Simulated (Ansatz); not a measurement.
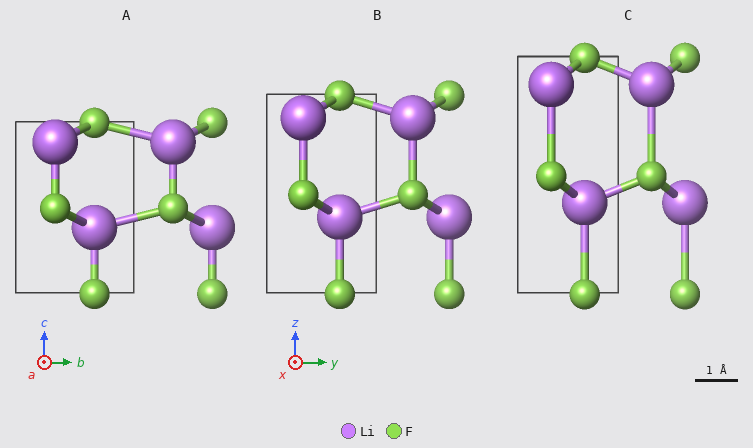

A scan of a crystal of LiF (P6_3mc): the ratio of the cell's length along z to its lengths across, counted as 1 for the reference, is changed at fixed volume (a c/a path), with the atoms kept at their fractional coordinates. x, y and z are the Cartesian axes of the input. The picture is a ball-and-stick view of the cell of the calculation, repeated 3 × 2 × 1 with one cell outlined, seen along the a axis.

Theory: Ansatz, DFT PBEsol, scalar-relativistic, plane waves, PAW. Settings: plane-wave cutoff 420 eV; k-point mesh 9 × 9 × 6; occupations gaussian; smearing width 0.05 eV; no spin polarisation. Energies (free energies at the smearing named) are counted from the cell as listed in its source, which wasn't relaxed.

Rank the frames from lowest to highest energy.

Answer. Lowest first: B (the relative ratio 1.00, 0.0 meV/atom), A (the relative ratio 0.80, 108.3 meV/atom), C (the relative ratio 1.30, 126.5 meV/atom). Over the whole scan: the lowest computed point lies at the relative ratio 1.00 (0.0 meV/atom). The end points stand at 108.3 meV/atom (0.80) and 126.5 meV/atom (1.30). The unrelaxed reference is under a pressure of 1.4 GPa. The distortion keeps the space group P6_3mc. At the relative ratio 1.30 the cell of the drawing goes a 3.061 → 2.805 Å, b 3.061 → 2.805 Å, c 4.807 → 5.726 Å.
